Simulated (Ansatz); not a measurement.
## Geometry relaxation of Hf8HO16 (part 4 of 4)

The same run, continued: Hf8HO16 (defect cell, 25 atoms in the cell); DFT PBE, scalar-relativistic, plane waves, PAW, spin-polarised (Ansatz 0.2.0); cutoff 420 eV, 2×2×2 k-mesh, Gaussian smearing of 0.02 eV, collinear spins. The structure derives from a Materials Project entry. It belongs to a series of runs on one base structure; here: H_i, charge +0, atoms relaxed at the host's cell.

Trajectory as extended XYZ, continued
```
25
Lattice="-4.2678 0.0000 -5.2716 5.1609 5.2121 -0.0053 5.1609 -5.2121 -0.0053" Properties=species:S:1:pos:R:3:forces:R:3 step=4 energy=-134906.65636
Hf    1.6943   -2.8337   -1.5556    0.0073   0.0842  -0.0515
Hf    1.6895    2.3588   -1.5337   -0.0451   0.0123  -0.0012
Hf    3.9056   -0.2294   -1.1008   -0.0961  -0.0134  -0.0026
Hf    9.0957   -0.2379   -1.1198   -0.0089  -0.0172  -0.0035
Hf    4.3621   -2.4062   -3.7501    0.0170  -0.0036   0.0005
Hf    4.3867    2.8274   -3.7641   -0.0577  -0.0136  -0.0241
Hf   -3.0472    0.1895   -4.1496   -0.0533   0.1335  -0.0072
Hf    2.1359    0.2182   -4.1724    0.0130   0.0382  -0.0698
O     2.3336   -1.3478   -0.1338    0.0341  -0.0447  -0.0377
O     7.4909   -1.3451   -0.1393   -0.0109   0.0131  -0.0159
O     3.2929   -3.9514   -2.5209    0.0122   0.0099  -0.0249
O     3.2760    1.2489   -2.5270    0.0244   0.0155   0.0046
O    -1.4480    1.3306   -5.1557    0.0172   0.0059  -0.0020
O     3.7078    1.3303   -5.1701   -0.0052  -0.0212   0.0351
O     2.7909   -1.2676   -2.7696    0.0045  -0.0633   0.0415
O     2.8295    3.9002   -2.7683    0.0510  -0.0232  -0.0263
O     0.9731   -3.4175   -3.5062    0.0685  -0.0376   0.0092
O     0.9306    1.7061   -3.4344    0.0156   0.0076   0.0249
O     5.5680   -0.9209   -4.4992   -0.0285   0.0117   0.0254
O     0.4072   -0.8766   -4.4896   -0.0146   0.0168   0.0327
O     5.1186   -1.7258   -1.8359    0.0296  -0.0329   0.0164
O     5.1485    3.5017   -1.8621    0.0102  -0.0137   0.0339
O     5.6001    0.9407   -0.7855    0.0172  -0.0507   0.0239
O     0.4818    0.8797   -0.8022    0.0015  -0.0384   0.0083
H     6.2723   -0.0320   -2.3208   -0.0033   0.0251   0.0106
25
Lattice="-4.2678 0.0000 -5.2716 5.1609 5.2121 -0.0053 5.1609 -5.2121 -0.0053" Properties=species:S:1:pos:R:3:forces:R:3 step=5 energy=-134906.66028
Hf    1.6963   -2.8321   -1.5604   -0.0019   0.0308   0.0095
Hf    1.6874    2.3577   -1.5344   -0.0235   0.0027   0.0068
Hf    3.8995   -0.2325   -1.1002   -0.0316   0.0154  -0.0266
Hf    9.0944   -0.2419   -1.1210   -0.0031   0.0142  -0.0116
Hf    4.3638   -2.4069   -3.7494    0.0098  -0.0033  -0.0004
Hf    4.3850    2.8264   -3.7658   -0.0524  -0.0152  -0.0156
Hf   -3.0499    0.1961   -4.1492   -0.0120   0.0309   0.0009
Hf    2.1356    0.2185   -4.1767    0.0093   0.0041  -0.0225
O     2.3340   -1.3518   -0.1384    0.0066  -0.0280   0.0037
O     7.4883   -1.3469   -0.1420    0.0004   0.0267   0.0026
O     3.2958   -3.9524   -2.5244    0.0219   0.0007   0.0122
O     3.2781    1.2478   -2.5267    0.0041   0.0006  -0.0194
O    -1.4495    1.3309   -5.1561    0.0275   0.0044  -0.0083
O     3.7089    1.3279   -5.1705   -0.0132  -0.0082   0.0155
O     2.7918   -1.2712   -2.7694   -0.0136  -0.0178   0.0051
O     2.8333    3.8994   -2.7724    0.0021  -0.0079  -0.0117
O     0.9803   -3.4105   -3.5098    0.0040  -0.0106  -0.0167
O     0.9322    1.7058   -3.4323    0.0100   0.0137  -0.0220
O     5.5621   -0.9143   -4.4941   -0.0109  -0.0063   0.0244
O     0.3997   -0.8707   -4.4858    0.0253   0.0058   0.0373
O     5.1180   -1.7291   -1.8320    0.0047  -0.0224   0.0086
O     5.1472    3.4959   -1.8582    0.0035  -0.0094   0.0191
O     5.6002    0.9362   -0.7878    0.0318  -0.0324   0.0181
O     0.4837    0.8726   -0.8023   -0.0005  -0.0052  -0.0190
H     6.2803   -0.0146   -2.3078    0.0020   0.0175   0.0109
25
Lattice="-4.2678 0.0000 -5.2716 5.1609 5.2121 -0.0053 5.1609 -5.2121 -0.0053" Properties=species:S:1:pos:R:3:forces:R:3 step=6 energy=-134906.66177
Hf    1.6958   -2.8319   -1.5612    0.0094   0.0461   0.0002
Hf    1.6847    2.3599   -1.5372   -0.0025  -0.0163   0.0052
Hf    3.8936   -0.2348   -1.0995   -0.0193   0.0032   0.0030
Hf    9.0919   -0.2410   -1.1207    0.0316   0.0051   0.0067
Hf    4.3642   -2.4051   -3.7489    0.0133  -0.0265  -0.0130
Hf    4.3762    2.8239   -3.7642    0.0152  -0.0083  -0.0130
Hf   -3.0541    0.2016   -4.1439    0.0487  -0.0115  -0.1059
Hf    2.1360    0.2149   -4.1804   -0.0135  -0.0254   0.0284
O     2.3308   -1.3568   -0.1339   -0.0012  -0.0105  -0.0099
O     7.4853   -1.3470   -0.1393    0.0009  -0.0013  -0.0038
O     3.3020   -3.9509   -2.5260    0.0020  -0.0060   0.0000
O     3.2786    1.2439   -2.5315    0.0030  -0.0044   0.0083
O    -1.4440    1.3325   -5.1602   -0.0043   0.0062   0.0052
O     3.7089    1.3274   -5.1728    0.0058   0.0083   0.0043
O     2.7855   -1.2739   -2.7654   -0.0020   0.0072   0.0005
O     2.8299    3.9008   -2.7701    0.0042   0.0077  -0.0050
O     0.9834   -3.4006   -3.5184   -0.0033   0.0089  -0.0080
O     0.9445    1.7226   -3.4505   -0.0140   0.0063   0.0013
O     5.5511   -0.8980   -4.4831    0.0065   0.0036   0.0124
O     0.3894   -0.8608   -4.4712    0.0142   0.0057  -0.0032
O     5.1116   -1.7379   -1.8255   -0.0093  -0.0187   0.0083
O     5.1335    3.4761   -1.8417    0.0079   0.0046   0.0017
O     5.6186    0.9064   -0.8059   -0.0531   0.0027   0.0271
O     0.4916    0.8612   -0.8144   -0.0077  -0.0020   0.0033
H     6.3072    0.0078   -2.3009   -0.0325   0.0153   0.0456
25
Lattice="-4.2678 0.0000 -5.2716 5.1609 5.2121 -0.0053 5.1609 -5.2121 -0.0053" Properties=species:S:1:pos:R:3:forces:R:3 step=7 energy=-134906.66312
Hf    1.6960   -2.8312   -1.5624    0.0112  -0.0189  -0.0136
Hf    1.6851    2.3592   -1.5377   -0.0005   0.0107   0.0027
Hf    3.8926   -0.2361   -1.0997    0.0210   0.0097  -0.0192
Hf    9.0937   -0.2424   -1.1213   -0.0085   0.0160  -0.0018
Hf    4.3653   -2.4068   -3.7494    0.0052  -0.0090   0.0014
Hf    4.3772    2.8235   -3.7660    0.0195  -0.0300  -0.0010
Hf   -3.0516    0.2007   -4.1481   -0.0020  -0.0038   0.0138
Hf    2.1354    0.2141   -4.1797    0.0083  -0.0125   0.0113
O     2.3319   -1.3585   -0.1367   -0.0078   0.0114   0.0093
O     7.4863   -1.3472   -0.1408   -0.0011  -0.0001   0.0004
O     3.3020   -3.9524   -2.5266    0.0130   0.0032  -0.0035
O     3.2794    1.2431   -2.5311   -0.0052  -0.0011  -0.0009
O    -1.4443    1.3321   -5.1609   -0.0065  -0.0064   0.0051
O     3.7085    1.3263   -5.1727    0.0003   0.0077  -0.0012
O     2.7868   -1.2750   -2.7666   -0.0112   0.0082   0.0012
O     2.8315    3.9009   -2.7724   -0.0025  -0.0053  -0.0068
O     0.9856   -3.4009   -3.5205   -0.0191   0.0169  -0.0066
O     0.9431    1.7197   -3.4477   -0.0045   0.0051  -0.0003
O     5.5532   -0.9003   -4.4834    0.0083   0.0033   0.0029
O     0.3903   -0.8624   -4.4730    0.0042   0.0017   0.0031
O     5.1107   -1.7403   -1.8244   -0.0063  -0.0047   0.0044
O     5.1362    3.4780   -1.8444    0.0042   0.0022  -0.0016
O     5.6115    0.9135   -0.7991   -0.0242   0.0010   0.0022
O     0.4917    0.8612   -0.8139   -0.0014  -0.0087  -0.0030
H     6.2982    0.0215   -2.2886    0.0057   0.0036   0.0014
25
Lattice="-4.2678 0.0000 -5.2716 5.1609 5.2121 -0.0053 5.1609 -5.2121 -0.0053" Properties=species:S:1:pos:R:3:forces:R:3 step=8 energy=-134906.66334
Hf    1.6965   -2.8320   -1.5637   -0.0008   0.0054   0.0066
Hf    1.6845    2.3594   -1.5373   -0.0017   0.0019  -0.0011
Hf    3.8925   -0.2359   -1.1006    0.0016  -0.0046   0.0041
Hf    9.0936   -0.2423   -1.1218    0.0091  -0.0018  -0.0037
Hf    4.3653   -2.4073   -3.7495    0.0089  -0.0066  -0.0028
Hf    4.3779    2.8219   -3.7669   -0.0013   0.0085   0.0011
Hf   -3.0515    0.2002   -4.1476    0.0101  -0.0184  -0.0037
Hf    2.1351    0.2136   -4.1793   -0.0050  -0.0065   0.0084
O     2.3313   -1.3583   -0.1371   -0.0009   0.0003   0.0019
O     7.4862   -1.3473   -0.1409   -0.0018   0.0024  -0.0010
O     3.3035   -3.9527   -2.5274    0.0038   0.0049   0.0016
O     3.2786    1.2431   -2.5312    0.0024  -0.0031  -0.0052
O    -1.4453    1.3313   -5.1605   -0.0028   0.0049   0.0017
O     3.7078    1.3263   -5.1735   -0.0002  -0.0041  -0.0058
O     2.7860   -1.2749   -2.7667   -0.0026   0.0009  -0.0046
O     2.8320    3.8996   -2.7734   -0.0101   0.0038   0.0044
O     0.9860   -3.4001   -3.5222   -0.0055   0.0012   0.0001
O     0.9425    1.7196   -3.4472   -0.0013   0.0022  -0.0021
O     5.5536   -0.9005   -4.4832   -0.0016   0.0039   0.0064
O     0.3902   -0.8627   -4.4735    0.0059   0.0023   0.0015
O     5.1091   -1.7418   -1.8235    0.0000   0.0035  -0.0001
O     5.1372    3.4784   -1.8456   -0.0021  -0.0011   0.0005
O     5.6083    0.9159   -0.7975   -0.0040  -0.0013  -0.0082
O     0.4921    0.8598   -0.8141   -0.0042  -0.0002  -0.0034
H     6.3033    0.0270   -2.2827    0.0043   0.0015   0.0033
```

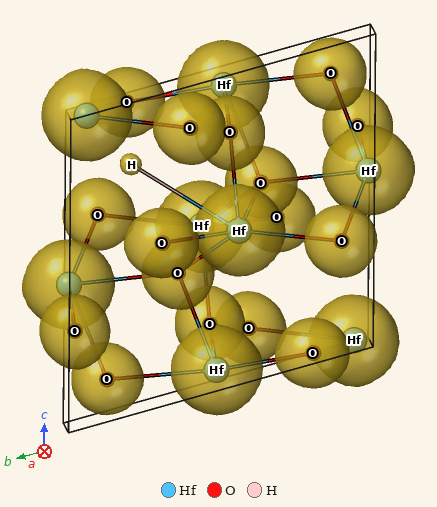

**Figure 1.** Isosurface of the valence charge density (pseudo) at 1 e/Å³ (yellow), seen at an oblique angle. Sticks mark near contacts. The outline is the calculation cell. At this value the density breaks into separate islands; it holds about 80 % of the electrons treated as valence (semicore included). It is pinched off along the Hf–O (2.05 Å), Hf–H (2.12 Å), Hf–O (2.09 Å) and Hf–O (2.13 Å) contacts. On the grid the lowest density along these lines, outside the cores, is 0.79 e/Å³ (Hf–O, 2.05 Å), 0.31 e/Å³ (Hf–H, 2.12 Å), 0.71 e/Å³ (Hf–O, 2.09 Å) and 0.65 e/Å³ (Hf–O, 2.13 Å). The fields are those of the smooth PAW valence density.

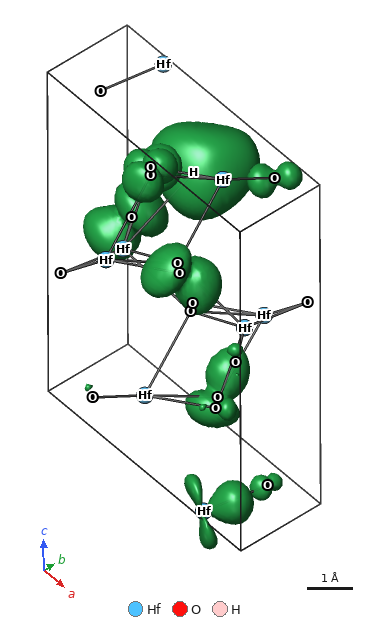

**Figure 2.** Isosurface of the spin density at +0.01 e/Å³ (green), seen slightly off an axis. Sticks mark near contacts. The outline is the calculation cell. The spin density sits on H: +0.4 μB in one cell of 25 atoms: a single local moment. The cell of the calculation (25 atoms) carries 1.0 μB net.

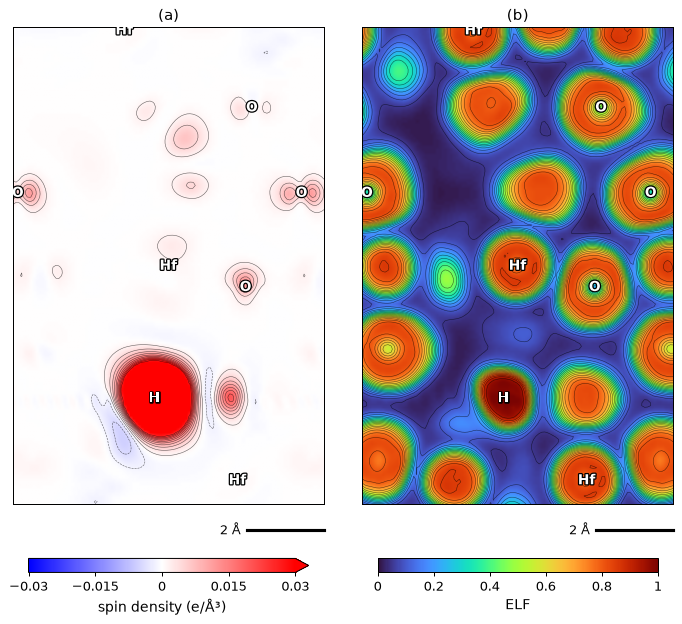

**Figure 3.** (a) spin density; (b) electron localisation function on the (110) plane of the calculation cell. Atoms in the plane: Hf, O and H. Hf–O (2.07 Å): the ELF peaks at about 0.85 in the valence shell of O, 0.6 Å from its nucleus, and drops to about 0.20 between the two atoms. Hf–O (2.07 Å): the ELF peaks at about 0.85 in the valence shell of O, 0.6 Å from its nucleus, and drops to about 0.20 between the two atoms. The strong features right at Hf lie inside the PAW spheres (semicore, d or f shells) and say nothing about bonding. The spin density sits on H: +0.4 μB in one cell of 25 atoms: a single local moment. The cell of the calculation (25 atoms) carries 1.0 μB net.

Results in brief

```json
{"quantity": "outcome", "value": "converged"}
{"quantity": "electrons treated", "value": "305"}
{"quantity": "free energy", "value": "−134906.6633 eV"}
{"quantity": "Fermi energy", "value": "15.645 eV"}
{"quantity": "gap on the k-point mesh", "value": "1.41 eV"}
{"quantity": "net moment of the cell", "value": "1.00 μB"}
{"quantity": "integrated absolute moment", "value": "1.06 μB"}
{"quantity": "final volume", "value": "283.84 Å³"}
{"quantity": "largest force (length of the vector) at the end", "value": "0.021 eV/Å"}
{"quantity": "wall time", "value": "1.8 min (CPU time 14 min)"}
{"quantity": "peak memory", "value": "2.1 GiB"}
```

Spin–orbit coupling is left out, which matters for Hf.
